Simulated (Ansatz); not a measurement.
**Single-point calculation, with input and output: Ti**

- system: Ti (slab, 3 atoms in the cell)
- method: DFT PBE, scalar-relativistic, plane waves, PAW, no spin polarisation (Ansatz 0.2.0)

The structure derives from an entry of the Crystallography Open Database. It belongs to a series of runs on one base structure; here: repeats removed: 3. Figures and captions count atoms from 1; the log counts them from 0 in places.

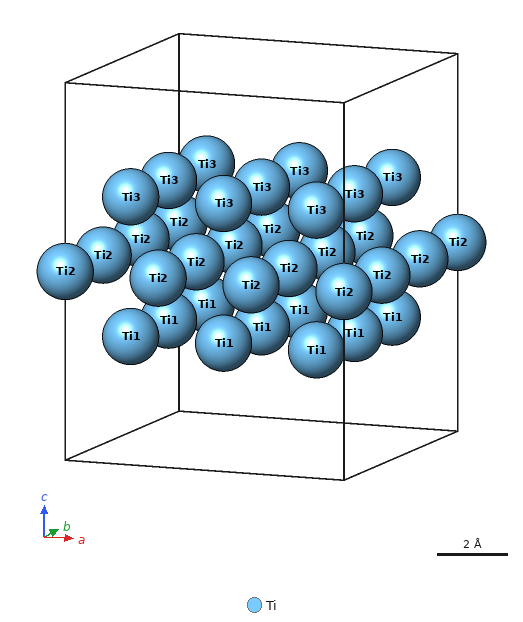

The input geometry (spheres-only view of the 3 × 3 repeat of the cell, with the vacuum cut short, seen slightly off an axis; atoms are numbered from 1 in the order of the input). An atom can appear more than once, as a periodic image.

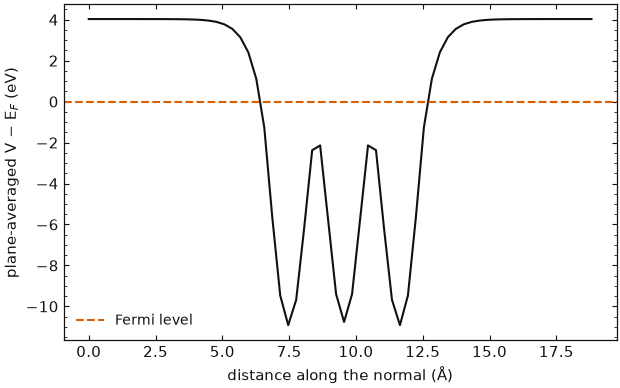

Plane average of the electrostatic potential energy of an electron across the cell, from the Fermi level. The vacuum level lies 4.03 eV above the Fermi level.

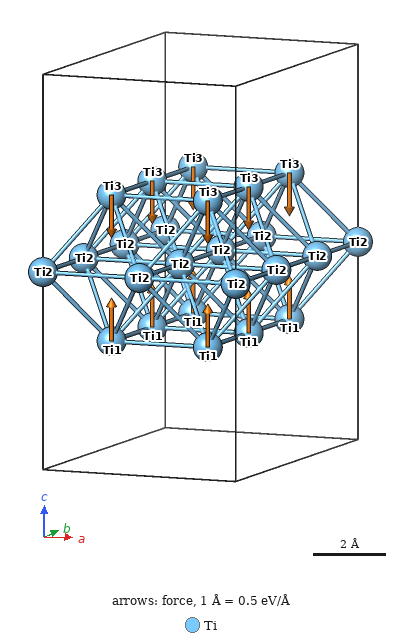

Forces on the atoms as orange arrows (ball-and-stick view of the 2 × 3 repeat of the cell, with the vacuum cut short, seen slightly off an axis; atoms are numbered from 1 in the order of the input). The largest act on Ti1, Ti3 (0.62 eV/Å). The geometry is not a stationary point of this energy.

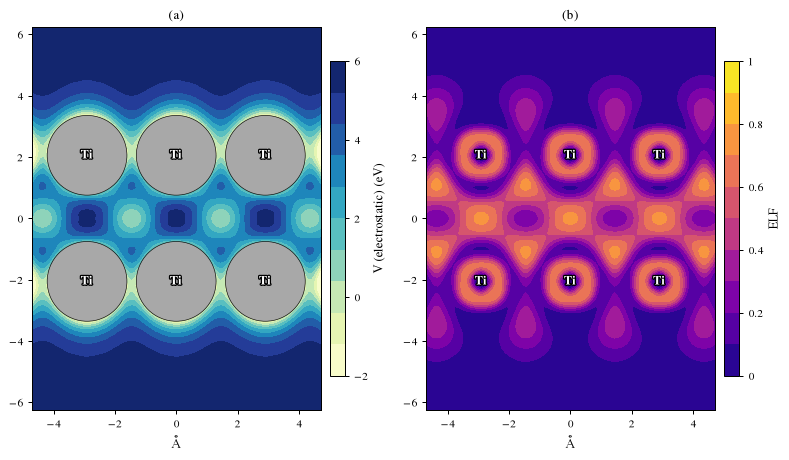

(a) electrostatic potential (local pseudopotential plus Hartree) felt by an electron; (b) ELF on the (100) plane of the calculation cell, a cut from vacuum to vacuum. Grey discs, where drawn, cover atomic cores. Ti–Ti (2.91 Å): the ELF is about 0.25 at the midpoint; no shared electron pair. The strong features right at Ti lie inside the PAW spheres (semicore, d or f shells) and say nothing about bonding. In a PAW calculation such maps are meaningful between the atoms, not at the nuclei.

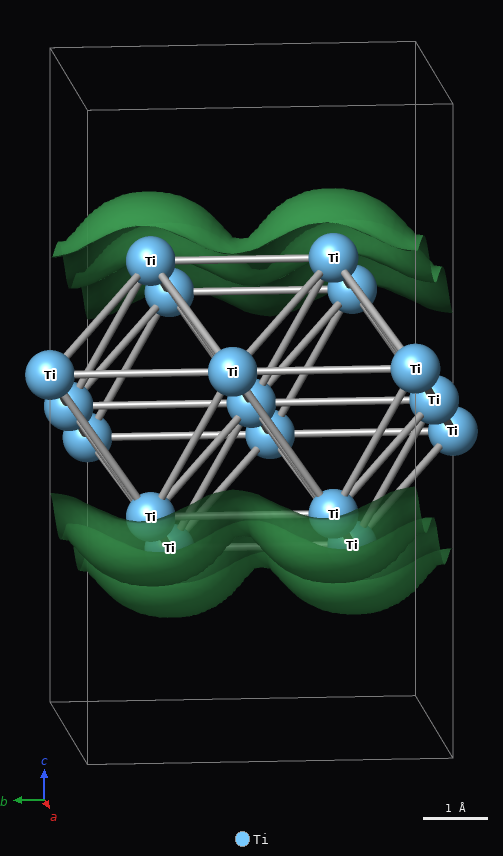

Isosurface of the valence charge density (pseudo) at 0.15 e/Å³ (green), seen at an oblique angle. Sticks mark near contacts. At this value the density is joined into sheets; it holds about 95 % of the electrons treated as valence (semicore included). On the grid the lowest density along these lines, outside the cores, is 0.18 e/Å³ (Ti–Ti, 2.91 Å).

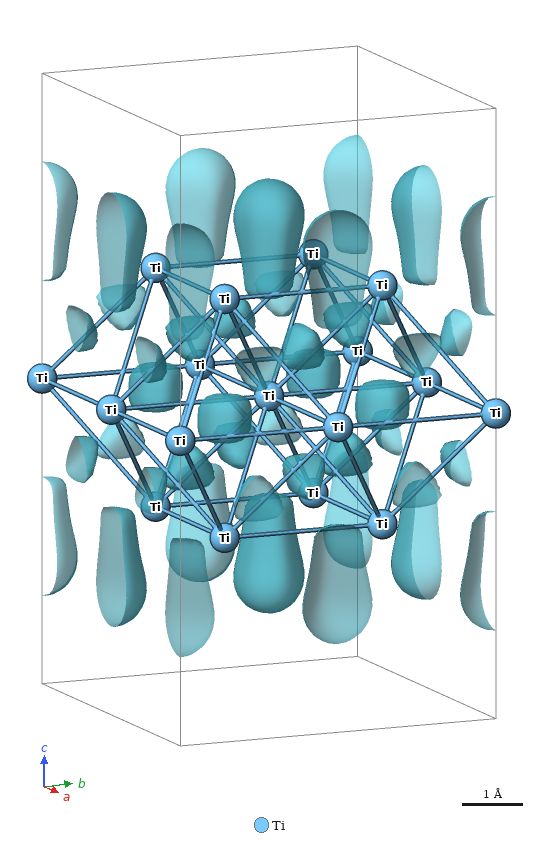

Isosurface of the ELF at 0.6 (cyan), seen slightly off an axis. Core shells and regions of very low density are left out. Sticks mark near contacts. Profiles from the grid: Ti–Ti (2.91 Å): the ELF is about 0.25 at the midpoint (no localised pair between them).

The input that produced these results follows, with the program's output.

Input
```yaml
crystal:
  lattice:
    - [2.9076478655, 0.0, 0.0]
    - [0.0, 2.9076478655, 0.0]
    - [0.0, 0.0, 19.1120350459]
  atoms:
    - { symbol: Ti, position: [0.5, 0.5, 0.3924228886] }
    - { symbol: Ti, position: [0.0, 0.0, 0.5] }
    - { symbol: Ti, position: [0.5, 0.5, 0.6075771114] }
basis:
  ecutwfc: 420
kpoints:
  mp_grid: { grid: [12, 12, 1] }
hamiltonian:
  xc: pbe
scf:
  occupations: { method: gaussian, width: 0.1 }
  max_iter: 74
output:
  forces: true
  stress: true
  eigenvalues: true
  write_density: true
  write_potential: true
  elf: true
  volumetric_format: npy
efield:
  axis: 3
  dipole_correction: true
  ramp_width: 0.04
```

Command:
```bash
ansatz run input.yaml --threads 1 --pin off --max-ram 2560MiB --backend cpu --events-out ev --progress --plain --runs-dir out
```

Log
```
Engine: ansatz 0.2.0, x86_64-unknown-linux-gnu
Pseudopotentials: kind: paw
Pseudopotential: Ti, paw, valence charge 12, recommended cutoff 420 eV (normal), Ti.paw.azcp
Functional definition: PBE
  parameter kappa = 0.804
  parameter beta = 0.06672455060314922
  exchange = pbe_x(kappa = kappa, mu = beta*pi^2/3)
  correlation = pbe_c(beta = beta)
Crystal: 3 atoms, lattice volume = 161.581 Å³
Basis set: ecut = 420 eV, 3131 PW (Γ), exchange–correlation on 40×40×256 points (8 copies of the dense FFT grid, shifted against one another)
Bands: 22, of which v1, the nominal top of the filled ones, is band 18 counted from 1 (17 counted from 0)
Symmetry: 8 space group operations
k-points: 28 of 144
Non-local potential: Ti, projectors of the file, l = 0: 3, l = 1: 2, l = 2: 3, l = 3: 1
PAW form: soft (Blöchl's): semilocal exchange-correlation on the pseudo side does not see the compensation charge
PAW one-centre angular grid: Ti, 590 points (default); XC on 64 Gauss nodes
Initial density: superposition of atomic densities (neutral atoms: chi_scale 0, normalization atom), corrected by the library's trained network
Initial wavefunctions: pseudopotential atomic-orbital guess
Functional: x = pbe(κ = 0.804, μ = 0.2195149727645171), c = pbe(β = 0.06672455060314922)
SCF iter   1: F=—  HF=-7497.025157 eV  |F-HF|=—  |Δ(HF+E_count)|=         —  Δρ=4.67e-3  dr2=1.71e-1  ethr=1.77e-3  p=0.000 e·Å  D=9.73e-14 V/Å  ΔV_dip=-0.00 eV  dr2_dipole=1.59e-6  V_vac-E_F(+/−)=3.67/3.67 eV  ⟨swp⟩=6.8  Hψ=2981  notcnv=0
efield: sawtooth ramp at fractional position 0.9800 (placed from the atoms, in the widest stretch of the axis that holds none; the zero of the levels goes with the place), width 0.0400; the density the first Hamiltonian is built on has a dipole p = 0.000 e·Å; the dipole correction subtracts the counter field D = 9.73e-14 V/Å, which shifts the + side's vacuum level by -0.00 eV against the − side's; the planar-averaged density in the ramp window peaks in size at 1.0e-4 e/Å³
preconditioner: auto → LDOS  [metal: Δε(μ)=0.032 eV  Ē_g=2.109 eV  σ=0.100 eV  W_gap=0.18  n_scr=12 (ndim 8)  ℏωp=10.1 eV  f_vac=0.562  D(μ)=6.91/eV (n_scr^D=60)  β→1.0]
SCF iter   2: F=—  HF=-7497.023003 eV  |F-HF|=—  |Δ(HF+E_count)|=   2.15e-3  Δρ=2.65e-3  dr2=3.32e-2  ethr=4.76e-4  p=0.000 e·Å  D=9.75e-6 V/Å  ΔV_dip=-0.00 eV  dr2_dipole=1.30e-6  V_vac-E_F(+/−)=3.94/3.94 eV  ⟨swp⟩=2.0  Hψ=910  notcnv=0
SCF iter   3: F=—  HF=-7497.022610 eV  |F-HF|=—  |Δ(HF+E_count)|=   3.93e-4  Δρ=6.83e-4  dr2=2.23e-3  ethr=9.24e-5  p=0.000 e·Å  D=7.57e-6 V/Å  ΔV_dip=-0.00 eV  dr2_dipole=1.37e-7  V_vac-E_F(+/−)=3.95/3.95 eV  ⟨swp⟩=2.0  Hψ=808  notcnv=0
SCF iter   4: F=—  HF=-7497.022669 eV  |F-HF|=—  |Δ(HF+E_count)|=   5.92e-5  Δρ=4.16e-4  dr2=5.45e-4  ethr=6.20e-6  p=0.000 e·Å  D=9.30e-6 V/Å  ΔV_dip=-0.00 eV  dr2_dipole=1.05e-7  V_vac-E_F(+/−)=3.99/3.99 eV  ⟨swp⟩=2.0  Hψ=774  notcnv=0
SCF iter   5: F=—  HF=-7497.022638 eV  |F-HF|=—  |Δ(HF+E_count)|=   3.10e-5  Δρ=7.99e-5  dr2=3.09e-5  ethr=1.51e-6  p=0.000 e·Å  D=4.71e-6 V/Å  ΔV_dip=-0.00 eV  dr2_dipole=1.93e-8  V_vac-E_F(+/−)=4.01/4.01 eV  ⟨swp⟩=2.0  Hψ=740  notcnv=0
SCF iter   6: F=—  HF=-7497.022746 eV  |F-HF|=—  |Δ(HF+E_count)|=   1.08e-4  Δρ=7.21e-5  dr2=1.50e-5  ethr=8.57e-8  p=0.000 e·Å  D=9.60e-7 V/Å  ΔV_dip=-0.00 eV  dr2_dipole=4.01e-9  V_vac-E_F(+/−)=4.02/4.02 eV  ⟨swp⟩=2.1  Hψ=1003  notcnv=0
SCF iter   7: F=—  HF=-7497.022747 eV  |F-HF|=—  |Δ(HF+E_count)|=   9.23e-7  Δρ=1.77e-5  dr2=6.80e-7  ethr=4.17e-8  p=0.000 e·Å  D=3.33e-7 V/Å  ΔV_dip=-0.00 eV  dr2_dipole=4.38e-10  V_vac-E_F(+/−)=4.03/4.03 eV  ⟨swp⟩=2.0  Hψ=772  notcnv=0
SCF iter   8: F=-7497.022748 eV  HF=-7497.022748 eV  |F-HF|=7.69e-8  |Δ(HF+E_count)|=   8.52e-7  Δρ=5.61e-6  dr2=4.88e-8  ethr=2.78e-10  p=0.000 e·Å  D=1.80e-7 V/Å  ΔV_dip=-0.00 eV  dr2_dipole=9.46e-11  V_vac-E_F(+/−)=4.03/4.03 eV  ⟨swp⟩=12.7  Hψ=4868  notcnv=0
SCF 1 converged in 8 iterations: F = -7497.022748 eV  dr2 = 4.88e-8
  greatest PAW one-centre occupation: 0.999 electrons in one spin orbital (limit 2), on the Ti atom at site 1 (counted from 0), in its partial waves of l = 0
WARN: The output density's exchange-correlation potential varies sharply where the density is thin. Do not read a vacuum level from v_tot or v_xc, or from such a field of the output density. On a cell that repeats whose density bears no net charge and no dipole along the vacuum's axis use v_es (v_loc + v_h of the components); under efield.dipole_correction with no amplitude use v_es + v_field, which holds any external_charges[].barrier, or the levels of the report's work_function block, which leave it out; under a non-zero efield.amplitude the vacuum is tilted and has no level; on a cell that repeats and bears such a dipole with no correction it is tilted too, and efield.dipole_correction with no amplitude gives each side of its ramp a level where efield: is served; in a cell that repeats whose density bears a net charge (total_charge, or a fill off its count) it is curved and has none; of a slab under crystal.periodic whose density bears no net charge use v_es, which has a level on each side, short of where the two are joined; of another it falls or rises all the way out and has none; of a slab beside external_charges read slab_vacuum_level instead, which it has where they leave it neutral. The grid or the basis barely resolves most such structure, and the values can differ between equally converged runs; as a rule a tighter scf.convergence.dr2_threshold does not remove it. Where the density itself ripples (under the LDA too) a higher basis.ecutwfc lessens it. The files hold the spikes' plane waves up to the density's cutoff. Files: v_tot_of_output_density and the like, and their columns of v_z.tsv (output.write_potential); v_xc_of_output_density and the like, and their columns of v_comp_z.tsv (output.write_potential_components). Measured: with its Gaussian average of σ = 0.25 Å subtracted twice, the exchange-correlation potential is over 0.1 eV at 1256 of the grid points where the equally averaged density (valence and model cores) is under 1e-3 e/Å³, and 0.960 eV at the most among them, at an averaged density of 4.6e-7 e/Å³. The input density's (outcome.potential() and, of a run that writes arrays, v_tot and v_xc) is over 0.1 eV, so measured, at 85 points of its own thin density, 0.269 eV at the most. See output.write_potential in the manual, Limitations
SCF converged after 8 iterations
Free energy (F): -7497.022748 eV
Harris-Foulkes:  -7497.022748 eV  (|F-HF|=7.69e-8)
Internal energy: -7496.986922 eV  (E = F + TS)
E sigma→0 (E₀):  -7497.004835 eV
Entropy (-TS):   -0.035826 eV (-11.942 meV/atom)
Fermi energy:    1.735843 eV
Dipole field:    D = -0.000014 V/Å  (p = -0.000013 e·Å, saw-weighted, corrected)
Work function:   Φ+ = 4.0312 eV   Φ− = 4.0309 eV
Levels:          The Fermi level and band energies are counted from a zero that moves with the ramp; work functions are not
--- Per-component energies (eV) ---
  E_band       = -888.131190
  E_kinetic    = 811.447459
  E_local      = -23413.123678  (includes V_loc(G=0)·N_el)
  E_nonlocal   = 26.467464
  E_hartree    = 11280.626045
  E_xc         = -288.781572
  E_vxc        = -360.895323  (∫ρ·V_xc dr)
  E_paw        = -3143.163840  (= ΣΔE_a)
  E_vpaw       = -513.305949  (= ΣTr[D̂ρ^β])
  E_aug_tail   = 0.000331  (compensation charges beyond the density's cutoff)
  E_efield     = 0.000000  (sawtooth field / dipole correction)
  E_vefield    = 0.000000  (∫n·V_field dr)
  E_ewald      = 7229.540869
  E_smearing   = -0.035826  (= −TS)
  E_closure    = -0.000000  (closes the sum)
  Σ components = -7497.022748   (vs F -7497.022748, Δ=0.00e0)
--- Forces (eV/Å), atoms counted from 1 ---
  atom   1  Ti     0.00000000     0.00000000     0.61704857
  atom   2  Ti     0.00000000     0.00000000     0.00001041
  atom   3  Ti    -0.00000000     0.00000000    -0.61705130
  max |Σ_I F_I| component: 7.67e-6 eV/Å
--- Stress (GPa, compression-positive) ---
       -2.949030       0.000000       0.000000
        0.000000      -2.949030       0.000000
        0.000000       0.000000      -2.515876
  P = ⅓ Tr σ = -2.8046 GPa (-28.046 kbar)
--- Band table (eV; the first three rows and the last of 28) ---
  k-point 0: bands = ["-55.1429", "-55.1315", "-54.8548", "-31.5772", "-31.4920", "-31.1864", "-31.1864", "-31.1577", "-31.1577", "-30.9766", "-30.9287", "-30.9287", "-3.5389", "-1.9482", "-0.8182", "0.3421", "1.1162", "1.6749", "1.8294", "2.1275", "2.9027", "2.9027"]
  k-point 1: bands = ["-55.1395", "-55.1288", "-54.8528", "-31.5705", "-31.4943", "-31.2078", "-31.1907", "-31.1826", "-31.1556", "-30.9691", "-30.9506", "-30.9283", "-3.3952", "-1.8161", "-0.6994", "0.4076", "1.1635", "1.6747", "1.8598", "2.1811", "2.8799", "2.9266"]
  k-point 2: bands = ["-55.1301", "-55.1214", "-54.8473", "-31.5523", "-31.5028", "-31.2709", "-31.2661", "-31.1723", "-31.1500", "-31.0079", "-30.9583", "-30.9275", "-2.9813", "-1.4505", "-0.3792", "0.5840", "1.2912", "1.6363", "1.8951", "2.3701", "2.7562", "2.8991"]
  k-point 27: bands = ["-55.0518", "-55.0517", "-54.7853", "-31.5316", "-31.5316", "-31.4642", "-31.4642", "-31.4163", "-31.4117", "-31.1985", "-31.1985", "-30.9901", "-0.3439", "-0.2527", "0.3379", "0.4736", "0.4736", "1.6326", "1.6326", "3.5701", "3.7581", "3.7581"]
```

Key numbers

- outcome: converged
- electrons treated: 36
- free energy: −7497.0227 eV
- work function, top face: 4.03 eV
- work function, bottom face: 4.03 eV
- Fermi energy: 1.736 eV
- gap on the k-point mesh: none (metallic)
- work function (upper face): 4.03 eV
- largest force (length of the vector): 0.617 eV/Å
- hardware: 1 thread of AMD EPYC (Zen 3), 32 GiB of memory available, shared host
- wall time: 16 s
- peak memory: 0.42 GiB

Warnings of the run: the exchange-correlation potential is rough where the density is thin.
